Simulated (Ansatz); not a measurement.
System: In₁₇P₁₅ (cell with a defect).

```
CELL_PARAMETERS angstrom
-5.95979 5.95979 -5.95979
5.95979 -5.95979 -5.95979
-5.95979 -5.95979 5.95979
ATOMIC_POSITIONS crystal
In 0.00000 0.23203 0.75000
In 0.74866 0.24866 0.99658
In 0.50208 0.25342 0.25208
In 0.25134 0.99792 0.75000
In 0.24658 0.24866 0.49866
In 0.00000 0.99792 0.00134
In 0.75342 0.00208 0.25208
In 0.49792 0.75134 0.75000
In 0.50208 0.00208 0.50342
In 0.26797 0.76797 0.01797
In 0.00000 0.75134 0.24792
In 0.73203 0.50000 0.75000
In 0.74866 0.74658 0.49866
In 0.49792 0.50000 0.00134
In 0.25134 0.50000 0.24792
In 0.00000 0.50000 0.48203
In 0.00000 0.50000 0.75000
P 0.74707 0.50000 0.00331
P 0.50000 0.50000 0.25000
P 0.25331 0.24707 0.75000
P 0.25331 0.50000 0.49707
P 0.00000 0.24707 0.00331
P 0.74669 0.24669 0.24376
P 0.50000 0.00000 0.75000
P 0.49376 0.24669 0.49669
P 0.25293 0.00624 0.00293
P 0.00000 0.00000 0.25000
P 0.74707 0.75331 0.75000
P 0.74669 0.99376 0.49669
P 0.50624 0.75293 0.00293
P 0.25293 0.75293 0.25624
P 0.00000 0.75331 0.49707
```

Method: DFT PBE, scalar-relativistic, plane waves, PAW (Ansatz 0.2.0).

What will maps of the valence pseudo-density and electron localisation function show?

In–P (2.56 Å): ρ is about 0.44 e/Å³ halfway; the ELF peaks at about 0.90 in the valence shell of P, 0.9 Å from its nucleus, and is about 0.55 at the midpoint.

Does the calculation give a band gap?

It is metallic or semimetallic at this level of theory: no gap opens.

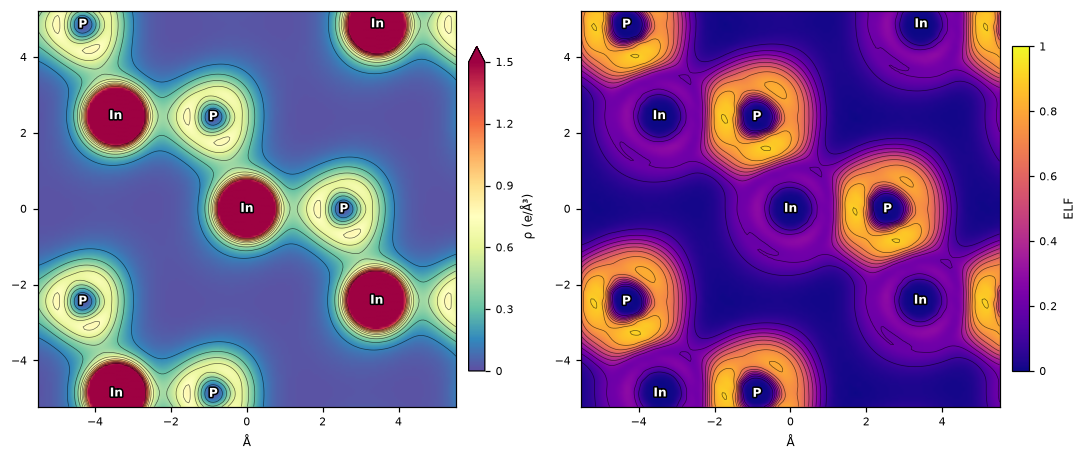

Computed valence pseudo-density and electron localisation function on the (100) plane of the calculation cell, in this order. 
